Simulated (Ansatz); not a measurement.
Geometry relaxation, with input and output: Al2O3 (part 2 of 2)

Al2O3 (Pbcn, 20 atoms in the cell); DFT PBE, scalar-relativistic, plane waves, PAW, no spin polarisation (Ansatz 0.2.0); cutoff 420 eV, 4×6×6 k-mesh, Gaussian smearing of 0.02 eV. The structure derives from a Materials Project entry.

Geometry of the input (Å; fractional positions):
```
7.0899  0.0000  0.0000
0.0000  4.8469  0.0000
0.0000  0.0000  4.9854
Al 0.3904  0.2522  0.0305
Al 0.6096  0.2522  0.4695
Al 0.1096  0.2478  0.5305
Al 0.8904  0.2478  0.9695
Al 0.6096  0.7478  0.9695
Al 0.3904  0.7478  0.5305
Al 0.8904  0.7522  0.4695
Al 0.1096  0.7522  0.0305
O  0.6540  0.1070  0.1020
O  0.3460  0.1070  0.3980
O  0.8460  0.3930  0.6020
O  0.1540  0.3930  0.8980
O  0.3460  0.8930  0.8980
O  0.6540  0.8930  0.6020
O  0.1540  0.6070  0.3980
O  0.8460  0.6070  0.1020
O  0.0000  0.0494  0.2500
O  0.5000  0.4506  0.7500
O  0.0000  0.9506  0.7500
O  0.5000  0.5494  0.2500
```

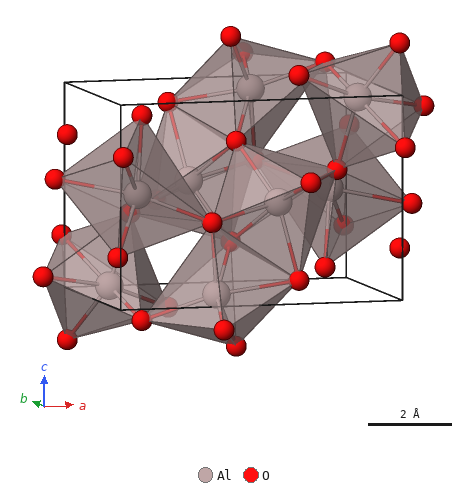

The geometry at step 3 of the log (polyhedral view of the cell of the calculation, seen slightly off an axis; polyhedra are completed across the faces of the cell).

Output, continued
```
--- Per-component energies (eV) ---
  E_band       = 151.190919
  E_kinetic    = 2355.564248
  E_local      = -3901.461648  (includes V_loc(G=0)·N_el)
  E_nonlocal   = 646.235675
  E_hartree    = 1452.936565
  E_xc         = -1224.579870
  E_vxc        = -1390.969620  (∫ρ·V_xc dr)
  E_paw        = -5640.903961  (= ΣΔE_a)
  E_vpaw       = -464.081449  (= ΣTr[D̂ρ^β])
  E_aug_tail   = 0.030244  (compensation charges beyond the density's cutoff)
  E_ewald      = -4825.173843
  E_smearing   = -0.000000  (= −TS)
  E_closure    = -0.000000  (closes the sum)
  Σ components = -11137.352589   (vs F -11137.352589, Δ=0.00e0)
--- Forces (eV/Å), atoms counted from 1 ---
  atom   1  Al     0.00218415    -0.00226369    -0.00075081
  atom   2  Al    -0.00218415    -0.00226369     0.00075081
  atom   3  Al    -0.00218415     0.00226369    -0.00075081
  atom   4  Al     0.00218415     0.00226369     0.00075081
  atom   5  Al    -0.00218415     0.00226369     0.00075081
  atom   6  Al     0.00218415     0.00226369    -0.00075081
  atom   7  Al     0.00218415    -0.00226369     0.00075081
  atom   8  Al    -0.00218415    -0.00226369    -0.00075081
  atom   9  O     -0.00087135    -0.00030591    -0.00069066
  atom  10  O      0.00087135    -0.00030591     0.00069066
  atom  11  O      0.00087135     0.00030591    -0.00069066
  atom  12  O     -0.00087135     0.00030591     0.00069066
  atom  13  O      0.00087135     0.00030591     0.00069066
  atom  14  O     -0.00087135     0.00030591    -0.00069066
  atom  15  O     -0.00087135    -0.00030591     0.00069066
  atom  16  O      0.00087135    -0.00030591    -0.00069066
  atom  17  O     -0.00000000    -0.00143338     0.00000000
  atom  18  O     -0.00000000     0.00143338     0.00000000
  atom  19  O      0.00000000     0.00143338    -0.00000000
  atom  20  O      0.00000000    -0.00143338    -0.00000000
  max |Σ_I F_I| component: 2.17e-19 eV/Å
--- Stress (GPa, compression-positive) ---
        0.001170      -0.000000       0.000000
       -0.000000      -0.013545       0.000000
        0.000000       0.000000       0.015119
  P = ⅓ Tr σ = 0.0009 GPa (0.009 kbar)
--- Band table (eV; the first three rows and the last of 48) ---
  k-point 0: bands = ["-11.2638", "-10.1691", "-9.4422", "-9.1949", "-9.1331", "-8.9340", "-8.6848", "-8.5583", "-8.5392", "-8.4786", "-8.4456", "-8.1686", "1.7126", "1.7316", "1.7785", "1.7831", "2.7375", "2.9045", "2.9258", "3.0514", "3.2201", "3.2277", "3.4926", "3.6756", "3.7908", "3.9350", "4.6946", "5.2614", "5.3228", "5.6724", "5.6950", "5.9093", "5.9915", "6.0508", "6.3513", "6.4370", "6.7944", "6.8423", "7.1185", "7.1278", "7.1308", "7.3342", "7.3352", "7.3822", "7.3918", "7.7400", "7.7569", "7.9056", "13.2178", "16.2146", "16.4306", "16.8370", "17.4622", "17.4837", "17.8201", "18.4106", "18.4278", "18.5415", "18.9613", "19.0462", "19.0770", "19.9243", "19.9864", "20.0138", "20.0852", "20.2549", "20.6415", "20.7794"]
  k-point 1: bands = ["-11.1722", "-10.0903", "-9.4964", "-9.3903", "-9.0943", "-8.8435", "-8.7722", "-8.6452", "-8.5793", "-8.4613", "-8.3614", "-8.1931", "1.6866", "1.6962", "1.9643", "2.1500", "2.4808", "2.8669", "2.9622", "3.0443", "3.2124", "3.3615", "3.5464", "3.5904", "4.0237", "4.2141", "4.7280", "5.0748", "5.3574", "5.5836", "5.8288", "5.8606", "5.9987", "6.0541", "6.2490", "6.4503", "6.5760", "6.8022", "6.8479", "6.9105", "7.1556", "7.2334", "7.3900", "7.4142", "7.4608", "7.5793", "7.7363", "7.8558", "13.6548", "16.3716", "16.5740", "16.7621", "17.0114", "17.7260", "17.7447", "18.0516", "18.4576", "18.7871", "18.9208", "18.9899", "19.1905", "19.5984", "19.7564", "20.0377", "20.3376", "20.3840", "20.5936", "20.8112"]
  k-point 2: bands = ["-10.9065", "-9.9956", "-9.8647", "-9.2477", "-9.1341", "-8.9873", "-8.8873", "-8.6890", "-8.5379", "-8.4168", "-8.3350", "-8.2697", "1.6209", "1.8822", "2.0532", "2.4709", "2.7139", "2.8464", "2.9947", "3.0230", "3.2555", "3.3823", "3.6953", "4.1149", "4.3305", "4.6341", "4.7482", "4.8275", "5.1572", "5.3071", "5.5982", "5.6602", "5.7279", "5.9822", "6.2242", "6.3555", "6.5784", "6.6702", "6.7350", "6.7512", "6.8577", "6.9122", "7.2323", "7.3856", "7.6123", "7.6744", "7.6941", "7.8082", "14.6451", "16.3086", "16.6611", "16.8716", "16.9117", "16.9221", "17.9385", "18.0150", "18.4009", "18.7508", "19.0723", "19.3216", "19.3500", "19.6112", "19.7105", "19.7203", "20.0338", "20.1804", "20.6693", "20.6855"]
  k-point 47: bands = ["-9.7013", "-9.7013", "-9.7013", "-9.7013", "-9.3686", "-9.3686", "-9.3686", "-9.3686", "-8.3577", "-8.3577", "-8.3577", "-8.3577", "2.0714", "2.0714", "2.0714", "2.0714", "3.1548", "3.1548", "3.1548", "3.1548", "3.9247", "3.9247", "3.9247", "3.9247", "4.4556", "4.4556", "4.4556", "4.4556", "5.4545", "5.4545", "5.4545", "5.4545", "6.1877", "6.1877", "6.1877", "6.1877", "6.4936", "6.4936", "6.4936", "6.4936", "7.0973", "7.0973", "7.0973", "7.0973", "7.4020", "7.4020", "7.4020", "7.4020", "16.6341", "16.6341", "16.6341", "16.6341", "17.1478", "17.1478", "17.1478", "17.1478", "18.0420", "18.0420", "18.0420", "18.0420", "19.1126", "19.1126", "19.1126", "19.1126", "21.0535", "21.0535", "21.0535", "21.0535"]
--- Relaxed structure (3 steps of the walk, 3 accepted, 1 SCFs on fresh bases) ---
  F+E_penalty+E_count = -11137.35258874 eV   max|allowed force component| = 2.264e-3 eV/Å   (the final SCF, on the basis selected at the relaxed cell)
  cell:  # Å, volume = 171.4441 Å³
    - [7.091291131430594, 1.5365963326397225e-35, -1.3829366993757503e-34]
    - [1.050471290572157e-35, 4.847568337162192, 1.424634449932852e-19]
    - [-9.724337836964601e-35, 1.465334529120382e-19, 4.987390224041015]
  atoms:
    - { symbol: Al, position: [0.3904511748194473, 0.2521508467201186, 0.03054570614947857] }
    - { symbol: Al, position: [0.6095488251805525, 0.2521508467201186, 0.46945429385052145] }
    - { symbol: Al, position: [0.10954882518055264, 0.2478491532798814, 0.5305457061494785] }
    - { symbol: Al, position: [0.8904511748194474, 0.2478491532798814, 0.9694542938505213] }
    - { symbol: Al, position: [0.6095488251805525, 0.7478491532798813, 0.9694542938505213] }
    - { symbol: Al, position: [0.3904511748194473, 0.7478491532798813, 0.5305457061494785] }
    - { symbol: Al, position: [0.8904511748194474, 0.7521508467201188, 0.46945429385052145] }
    - { symbol: Al, position: [0.10954882518055264, 0.7521508467201188, 0.03054570614947857] }
    - { symbol: O, position: [0.6539986655489269, 0.10696975789359002, 0.10197826402521622] }
    - { symbol: O, position: [0.3460013344510729, 0.10696975789359002, 0.3980217359747837] }
    - { symbol: O, position: [0.8460013344510728, 0.39303024210641, 0.6019782640252161] }
    - { symbol: O, position: [0.1539986655489271, 0.39303024210641, 0.8980217359747837] }
    - { symbol: O, position: [0.3460013344510729, 0.89303024210641, 0.8980217359747837] }
    - { symbol: O, position: [0.6539986655489269, 0.89303024210641, 0.6019782640252161] }
    - { symbol: O, position: [0.1539986655489271, 0.6069697578935901, 0.3980217359747837] }
    - { symbol: O, position: [0.8460013344510728, 0.6069697578935901, 0.10197826402521622] }
    - { symbol: O, position: [1.9115148004854769e-22, 0.049446315462108606, 0.25] }
    - { symbol: O, position: [0.49999999999999994, 0.4505536845378914, 0.75] }
    - { symbol: O, position: [1.911514800485468e-22, 0.9505536845378916, 0.75] }
    - { symbol: O, position: [0.49999999999999994, 0.5494463154621086, 0.25] }
```

Trajectory as extended XYZ (Å, eV, eV/Å), 4 frames, from step=1 to step=4
```
20
Lattice="7.0899 0.0000 0.0000 0.0000 4.8469 0.0000 0.0000 0.0000 4.9854" Properties=species:S:1:pos:R:3:forces:R:3 step=1 energy=-11137.35247 pressure_GPa=0.17
Al    2.7679    1.2222    0.1521    0.0073  -0.0014   0.0024
Al    4.3221    1.2222    2.3406   -0.0073  -0.0014  -0.0024
Al    0.7771    1.2013    2.6448   -0.0073   0.0014   0.0024
Al    6.3128    1.2013    4.8333    0.0073   0.0014  -0.0024
Al    4.3221    3.6248    4.8333   -0.0073   0.0014  -0.0024
Al    2.7679    3.6248    2.6448    0.0073   0.0014   0.0024
Al    6.3128    3.6456    2.3406    0.0073  -0.0014  -0.0024
Al    0.7771    3.6456    0.1521   -0.0073  -0.0014   0.0024
O     4.6368    0.5187    0.5084   -0.0014  -0.0039  -0.0002
O     2.4531    0.5187    1.9843    0.0014  -0.0039   0.0002
O     5.9981    1.9047    3.0011    0.0014   0.0039  -0.0002
O     1.0919    1.9047    4.4770   -0.0014   0.0039   0.0002
O     2.4531    4.3282    4.4770    0.0014   0.0039   0.0002
O     4.6368    4.3282    3.0011   -0.0014   0.0039  -0.0002
O     1.0919    2.9422    1.9843   -0.0014  -0.0039   0.0002
O     5.9981    2.9422    0.5084    0.0014  -0.0039  -0.0002
O     0.0000    0.2395    1.2464    0.0000   0.0034   0.0000
O     3.5450    2.1840    3.7391    0.0000  -0.0034   0.0000
O     0.0000    4.6075    3.7391    0.0000  -0.0034   0.0000
O     3.5450    2.6629    1.2464    0.0000   0.0034   0.0000
20
Lattice="7.0905 0.0000 0.0000 0.0000 4.8471 0.0000 0.0000 0.0000 4.9865" Properties=species:S:1:pos:R:3:forces:R:3 step=2 energy=-11137.35221 pressure_GPa=0.09
Al    2.7683    1.2222    0.1523    0.0046  -0.0023   0.0006
Al    4.3222    1.2222    2.3410   -0.0046  -0.0023  -0.0006
Al    0.7769    1.2013    2.6455   -0.0046   0.0023   0.0006
Al    6.3135    1.2013    4.8342    0.0046   0.0023  -0.0006
Al    4.3222    3.6249    4.8342   -0.0046   0.0023  -0.0006
Al    2.7683    3.6249    2.6455    0.0046   0.0023   0.0006
Al    6.3135    3.6458    2.3410    0.0046  -0.0023  -0.0006
Al    0.7769    3.6458    0.1523   -0.0046  -0.0023   0.0006
O     4.6373    0.5186    0.5086   -0.0043  -0.0026  -0.0007
O     2.4532    0.5186    1.9847    0.0043  -0.0026   0.0007
O     5.9984    1.9049    3.0018    0.0043   0.0026  -0.0007
O     1.0921    1.9049    4.4780   -0.0043   0.0026   0.0007
O     2.4532    4.3285    4.4780    0.0043   0.0026   0.0007
O     4.6373    4.3285    3.0018   -0.0043   0.0026  -0.0007
O     1.0921    2.9422    1.9847   -0.0043  -0.0026   0.0007
O     5.9984    2.9422    0.5086    0.0043  -0.0026  -0.0007
O     0.0000    0.2396    1.2466    0.0000   0.0000   0.0000
O     3.5452    2.1839    3.7399    0.0000   0.0000   0.0000
O     0.0000    4.6074    3.7399    0.0000   0.0000   0.0000
O     3.5452    2.6632    1.2466    0.0000   0.0000   0.0000
20
Lattice="7.0913 0.0000 0.0000 0.0000 4.8476 0.0000 0.0000 0.0000 4.9874" Properties=species:S:1:pos:R:3:forces:R:3 step=3 energy=-11137.35187 pressure_GPa=-0.01
Al    2.7688    1.2223    0.1523    0.0022  -0.0023  -0.0008
Al    4.3225    1.2223    2.3414   -0.0022  -0.0023   0.0008
Al    0.7768    1.2015    2.6460   -0.0022   0.0023  -0.0008
Al    6.3144    1.2015    4.8350    0.0022   0.0023   0.0008
Al    4.3225    3.6252    4.8350   -0.0022   0.0023   0.0008
Al    2.7688    3.6252    2.6460    0.0022   0.0023  -0.0008
Al    6.3144    3.6461    2.3414    0.0022  -0.0023   0.0008
Al    0.7768    3.6461    0.1523   -0.0022  -0.0023  -0.0008
O     4.6377    0.5185    0.5086   -0.0009  -0.0003  -0.0007
O     2.4536    0.5185    1.9851    0.0009  -0.0003   0.0007
O     5.9992    1.9052    3.0023    0.0009   0.0003  -0.0007
O     1.0920    1.9052    4.4788   -0.0009   0.0003   0.0007
O     2.4536    4.3290    4.4788    0.0009   0.0003   0.0007
O     4.6377    4.3290    3.0023   -0.0009   0.0003  -0.0007
O     1.0920    2.9423    1.9851   -0.0009  -0.0003   0.0007
O     5.9992    2.9423    0.5086    0.0009  -0.0003  -0.0007
O     0.0000    0.2397    1.2468    0.0000  -0.0014   0.0000
O     3.5456    2.1841    3.7405    0.0000   0.0014   0.0000
O     0.0000    4.6079    3.7405    0.0000   0.0014   0.0000
O     3.5456    2.6635    1.2468    0.0000  -0.0014   0.0000
20
Lattice="7.0913 0.0000 0.0000 0.0000 4.8476 0.0000 0.0000 0.0000 4.9874" Properties=species:S:1:pos:R:3:forces:R:3 step=4 energy=-11137.35259 pressure_GPa=0.00
Al    2.7688    1.2223    0.1523    0.0022  -0.0023  -0.0008
Al    4.3225    1.2223    2.3414   -0.0022  -0.0023   0.0008
Al    0.7768    1.2015    2.6460   -0.0022   0.0023  -0.0008
Al    6.3144    1.2015    4.8350    0.0022   0.0023   0.0008
Al    4.3225    3.6252    4.8350   -0.0022   0.0023   0.0008
Al    2.7688    3.6252    2.6460    0.0022   0.0023  -0.0008
Al    6.3144    3.6461    2.3414    0.0022  -0.0023   0.0008
Al    0.7768    3.6461    0.1523   -0.0022  -0.0023  -0.0008
O     4.6377    0.5185    0.5086   -0.0009  -0.0003  -0.0007
O     2.4536    0.5185    1.9851    0.0009  -0.0003   0.0007
O     5.9992    1.9052    3.0023    0.0009   0.0003  -0.0007
O     1.0920    1.9052    4.4788   -0.0009   0.0003   0.0007
O     2.4536    4.3290    4.4788    0.0009   0.0003   0.0007
O     4.6377    4.3290    3.0023   -0.0009   0.0003  -0.0007
O     1.0920    2.9423    1.9851   -0.0009  -0.0003   0.0007
O     5.9992    2.9423    0.5086    0.0009  -0.0003  -0.0007
O     0.0000    0.2397    1.2468    0.0000  -0.0014   0.0000
O     3.5456    2.1841    3.7405    0.0000   0.0014   0.0000
O     0.0000    4.6079    3.7405    0.0000   0.0014   0.0000
O     3.5456    2.6635    1.2468    0.0000  -0.0014   0.0000
```

Results in brief

- outcome: converged
- space group (tolerance 0.01 Å): Pbcn (60)
- electrons treated: 96
- free energy: −11137.3526 eV
- Fermi energy: 10.562 eV
- gap on the k-point mesh: 5.31 eV
- pressure: 0.00 GPa
- final volume: 171.44 Å³
- largest force (length of the vector) at the end: 0.003 eV/Å
- final cell: a = 7.091 Å, b = 4.848 Å, c = 4.987 Å, α = 90.00°, β = 90.00°, γ = 90.00°
- hardware: 8 threads of Arm Neoverse V2, 24 GiB of memory available, shared host
- wall time: 19 s (CPU time 2.3 min)
- peak memory: 1.1 GiB
